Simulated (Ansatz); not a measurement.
## Electronic structure of SiO₂ in real space

```yaml
crystal:
  lattice:
    - [5.05845, 0.00000, 0.00000]
    - [-2.52923, 4.38075, 0.00000]
    - [0.00000, 0.00000, 5.54168]
  atoms:
    - { symbol: Si, position: [0.50000, 0.00000, 0.00000] }
    - { symbol: Si, position: [0.50000, 0.50000, 0.33333] }
    - { symbol: Si, position: [0.00000, 0.50000, 0.66667] }
    - { symbol: O, position: [0.41640, 0.20820, 0.16667] }
    - { symbol: O, position: [0.20820, 0.41640, 0.50000] }
    - { symbol: O, position: [0.79180, 0.20820, 0.83333] }
    - { symbol: O, position: [0.58360, 0.79180, 0.16667] }
    - { symbol: O, position: [0.79180, 0.58360, 0.50000] }
    - { symbol: O, position: [0.20820, 0.79180, 0.83333] }
```

Space group P6₂22.

Level of theory: DFT, PAW plane waves, r2SCAN (Ansatz).

The density is the valence pseudo-density of a PAW calculation; it isn't the true density close to the nuclei.

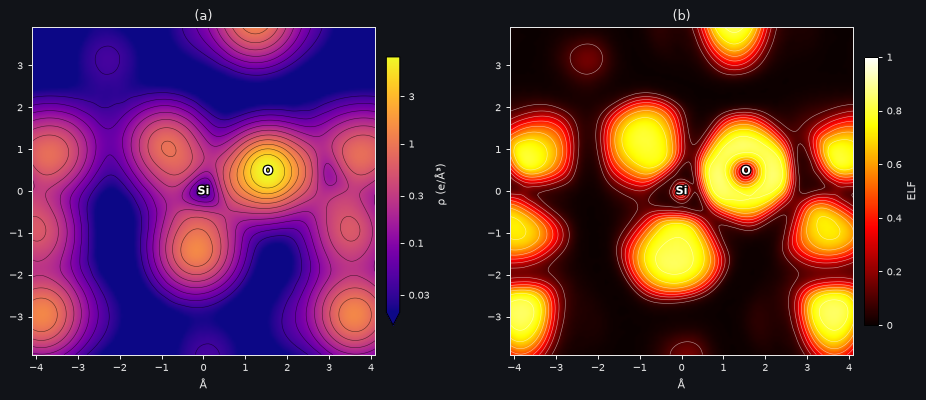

Figure 1. (a) valence charge density (pseudo); (b) ELF on the (111) plane of the conventional cell.

Interpret the plot.

Answer.
- The plane passes through Si and O nuclei.
- Atoms just off the plane (Si, 0.4 Å away and O, 0.7 Å away) can leave unmarked features too.
- Si–O (1.61 Å): the density is about 1.3 e/Å³ at the midpoint; the ELF peaks at about 0.85 between the atoms: a shared but strongly polarised pair.
- Between the atoms the lowest density in this plane is 0.008 e/Å³.
- The ELF also peaks beside O, away from the bonds: lone-pair regions.

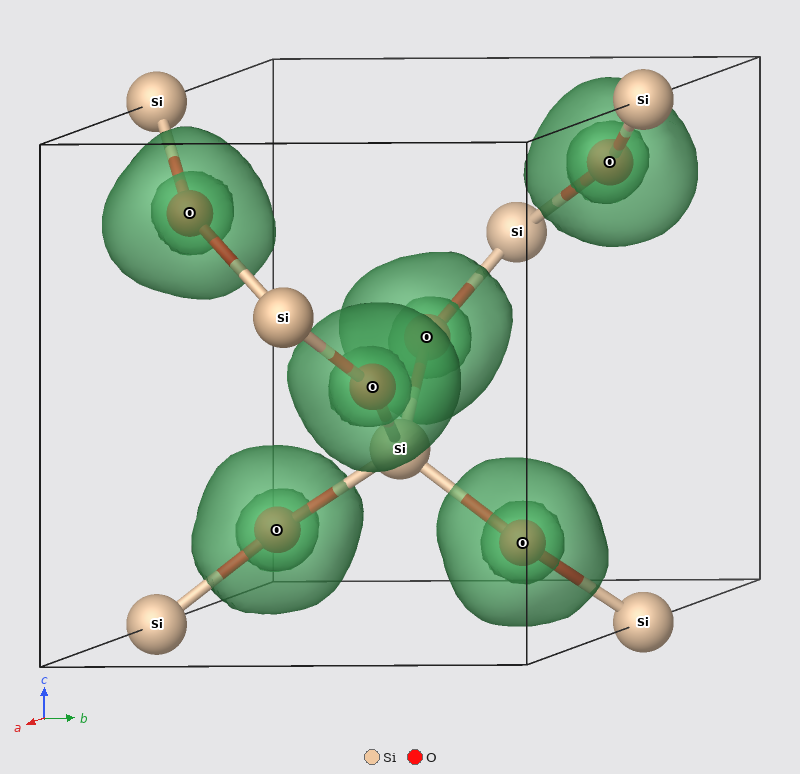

Figure 2. Isosurface of the electron localisation function at 0.75 (green), seen at an oblique angle. Core shells and regions of very low density are left out. Sticks mark near contacts.

Describe the localisation domains.

Answer. The surface consists of six regions on O in which the atom's valence shell and bonds are merged, counted in one cell of 9 atoms. Any copies at cell faces, edges or corners count once.

What Bader charges does the calculation give?

Answer. Electrons move from Si towards O. Bader charges: Si +3.37 and O −1.69 e.

Metal or insulator at this level of theory?

Answer. It is gapped, with a Kohn–Sham gap of 6.3 eV on the k-point mesh (the band edges may lie off the mesh, which would make the gap smaller).
